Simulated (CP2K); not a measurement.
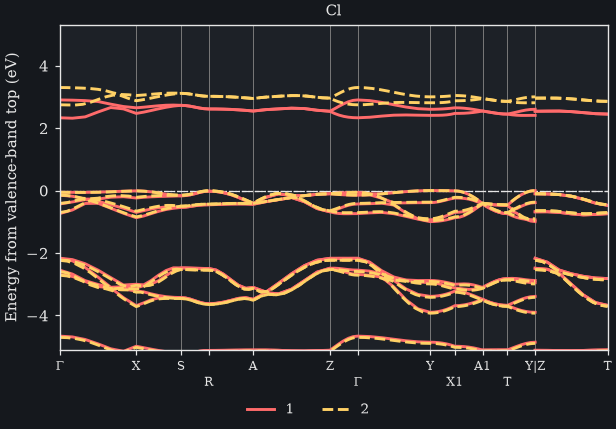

Band structures of Cl, space group Cmce, 4 atoms in the primitive cell (a = 3.87 Å, b = 3.87 Å, c = 8.21 Å, α = 90.00°, β = 90.00°, γ = 71.16°), by two methods on the same cell. Each is counted from its own valence-band top.

Question: Which curve is which? The methods: r2SCAN, PBEsol.

Answer: 1 is PBEsol; 2 is r2SCAN. PBEsol gives a gap of 2.32 eV along the path and r2SCAN gives a gap of 2.74 eV along the path.

Settings. PBEsol: POTENTIAL_UZH Cl GTH-PBE-q7; TZVP-MOLOPT-PBE-GTH basis, no spin polarisation, no spin-orbit coupling, 7×7×4 k mesh, Fermi-Dirac smearing of 0.1 eV (CP2K 2026.2). r2SCAN: POTENTIAL_UZH Cl GTH-SCAN-q7; TZVP-MOLOPT-SCAN-GTH basis, no spin polarisation, no spin-orbit coupling, 7×7×4 k mesh, Fermi-Dirac smearing of 0.01 eV (CP2K 2026.2).

In reduced coordinates of the cell that was run, X is (0.378, −0.378, 0), S is (0, −0.5, 0), R is (0, −0.5, −0.5), A is (0.378, −0.378, −0.5), Z is (0, 0, −0.5), Y is (−0.5, −0.5, 0), X1 is (−0.378, −0.622, 0), A1 is (−0.378, −0.622, −0.5) and T is (−0.5, −0.5, −0.5). The basis of atomic orbitals isn't converged, which shifts gaps and empty levels. LDA, GGA and most meta-GGA functionals understate gaps. PBEsol: the potentials were made for another functional.
